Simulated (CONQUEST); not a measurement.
# Energy of MgS along an even scaling of the cell

System: MgS (P6₃mc, 8 atoms in the cell).
Method: Kohn-Sham DFT of a periodic cell, PBEsol, PseudoDojo NC PBEsol, no spin polarisation (CONQUEST 1.3).

The 7 runs differ only in the geometry, by an even scaling of the cell at fixed fractional positions. The structure derives from a Materials Project entry.

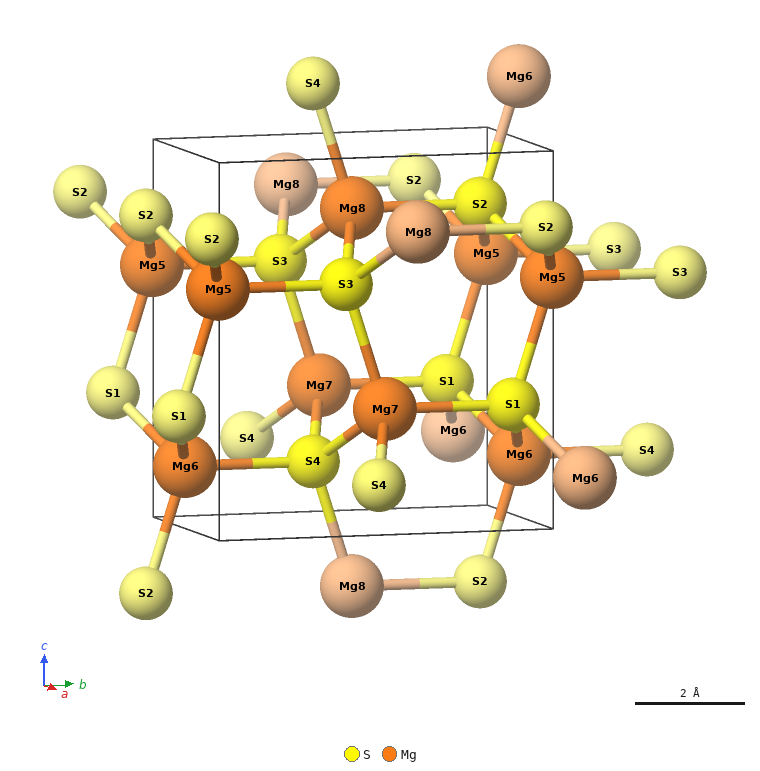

Figure 1. The structure of run 4 (ball-and-stick view of the cell of the calculation, seen slightly off an axis; neighbours outside the cell are drawn fainter; atoms are numbered from 1 in the order of the input). An atom can appear more than once, as a periodic image.

**Input of run 4**
```
IO.Title MgS
IO.Coordinates coords.dat
IO.FractionalAtomicCoords T
IO.Iprint 2
IO.Iprint_init 1
General.NumberOfSpecies 2
General.PseudopotentialType hamann
AtomMove.TypeOfRun static
AtomMove.FullStress T
Grid.PointsAlongX 40
Grid.PointsAlongY 60
Grid.PointsAlongZ 72
DM.SolutionMethod diagon
Diag.MPMesh T
Diag.GammaCentred T
Diag.MPMeshX 7
Diag.MPMeshY 4
Diag.MPMeshZ 4
Diag.kT 0.00183747
minE.SCTolerance 1e-6
SC.MaxIters 100
IO.AtomChargeOutput T
%block ChemicalSpeciesLabel
1 32.070 S
2 24.310 Mg
%endblock
```

Command:
```bash
OMP_NUM_THREADS=1 Conquest
```

Lattice vectors (Å) and fractional positions of run 4:
```
   4.034622    0.000000    0.000000
   0.000000    6.432294    0.000000
   0.000000    0.000000    6.988171
S   0.000000  0.879244  0.333333
S   0.500000  0.879244  0.833333
S   0.000000  0.379244  0.666667
S   0.500000  0.379244  0.166667
Mg  0.000000  0.995755  0.666667
Mg  0.500000  0.995755  0.166667
Mg  0.000000  0.495755  0.333333
Mg  0.500000  0.495755  0.833333
```

Run 5 has the same physical settings and fractional positions; its lattice vectors (Å) are:
```
   4.061343    0.000000    0.000000
   0.000000    6.474893    0.000000
   0.000000    0.000000    7.034452
```

**Results, with one run withheld**

```csv
run,volume per atom (Å³),"free energy per atom, from the lowest run given (meV)",pressure (GPa),gap on the mesh (eV)
1,21.309,34.27,5.81,3.57
2,21.763,19.94,4.32,3.45
3,22.216,9.71,2.92,3.34
4,22.670,3.26,1.66,3.23
5,23.123,?,?,?
6,23.576,0.00,−0.45,3.02
7,24.030,2.63,−1.39,2.93
```

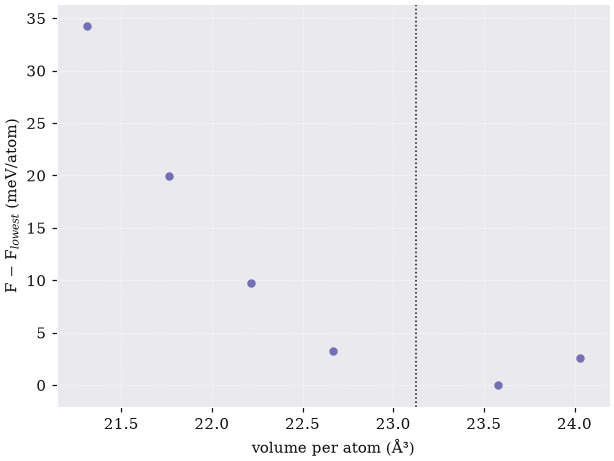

Figure 2. Free energy per atom of the runs given; the dotted line marks run 5.

What should run 5 give?

A cubic polynomial in V^(−2/3) (the Birch–Murnaghan form), fitted to the 6 runs given, misses them by at most 0.02 meV per atom. With x = V^(−2/3) − 0.12525 Å⁻², it reads F = 4.4978 + 3320.2 x + 5.7641e+05 x² + 6.6757e+05 x³ (meV per atom). At run 5 it gives 0.12 meV per atom, and the run itself gives 0.13. The slope of the fit gives a pressure −dF/dV of 0.55 GPa there, and the run prints 0.56 GPa. The fit has its minimum at 23.365 Å³ per atom, where V d²F/dV² gives 52.1 GPa. Cell shape and fractional positions are held, so this is the stiffness under even scaling; the relaxed bulk modulus wasn't computed. The gap on the mesh goes, without turning, from 3.57 eV in run 1 to 2.93 eV in run 7; run 5 has 3.12 eV. These are gaps of this functional on this mesh, which can miss the band edges; they aren't the measured gap.

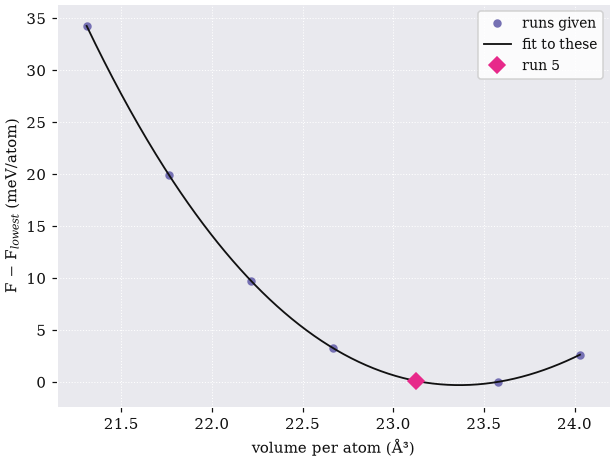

Figure 3. The fit and the withheld run.

**Some lines of the output (run 5)**
```
[...]
      Using Fermi-Dirac smearing
          DFT Total Energy                 :      -281.534952024439121 Ha
          DFT Total Energy                 :      -281.597605759151350 Ha
          DFT Total Energy                 :      -281.597975618643829 Ha
          DFT Total Energy                 :      -281.598019563944035 Ha
          DFT Total Energy                 :      -281.598020324597599 Ha
          DFT Total Energy                 :      -281.598020377331011 Ha
          DFT Total Energy                 :      -281.598020416887323 Ha
      |* DFT total energy        =      -281.598020416887323 Ha
    force: Average pressure:      0.55806139 GPa
```

Notes: With a small basis of atomic orbitals these values can differ much from converged plane-wave results.
